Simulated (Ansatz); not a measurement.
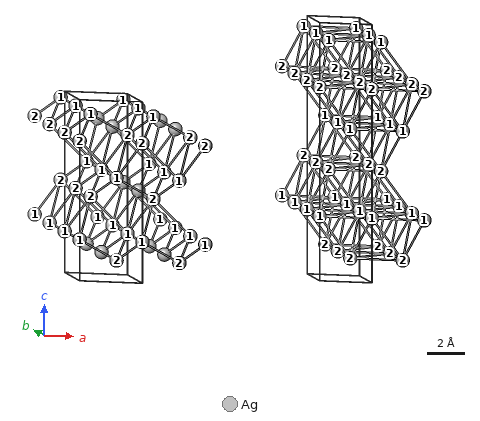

Two geometries of solid Ag (built on the grey arsenic (A7)_166 type) (coarse preliminary run), drawn at one scale. One is the start of a relaxation, the other its converged end. Style: ball-and-stick. Shown: the conventional cell (3 times the calculation's cell), repeated 2 × 3 × 1 with one cell outlined, slightly off an axis. Lengths and directions refer to the drawn axes.

Theory: DFT PBE, scalar-relativistic, plane waves, PAW in Ansatz. Set-up: plane-wave cutoff 420 eV; k-point mesh 6 × 6 × 6; occupations gaussian; smearing width 0.1 eV; no spin polarisation; cell and atoms relaxed; force threshold 0.04 eV/Å; at most 70 steps.

> Which one is relaxed?

The right one is the relaxed one. Case: grey arsenic (A7) type (R-3m, No. 166). The energy falls by 1.750 eV per cell of the calculation in 13 accepted moves (18 points after the start). Largest force component: 4.5 eV/Å at the start, 0.00014 eV/Å at the end. Pressure: 26.86 GPa at the start and 0.02 GPa at the end. The line search rejected the trial steps at points 7, 14 of the run. At 3 points the geometry stayed and the basis and grid were re-selected for the new cell (energy shift of 89.3 meV per cell of the calculation at most each time). The largest moves relative to the cell, 0.32 Å, are those of Ag1 and Ag2. Ag2 goes along −c. The volume changes by −1.1 %, with a = b 3.562 → 2.968 Å (−16.7 %), c 9.909 → 14.125 Å (+42.6 %). Near-neighbour distances that change, for instance: Ag1–Ag1 3.562 → 2.968 Å, Ag1–Ag2 2.384 → 2.912 Å, Ag1–Ag2 (another image) 2.937 → 2.912 Å. Among the angles between lasting bonds that change: Ag2–Ag1–Ag2 96.7° → 61.3°, Ag2–Ag1–Ag2 93.4° → 118.7°, Ag2–Ag1–Ag2 164.8° → 180.0°. The space group stays R-3m (No. 166).
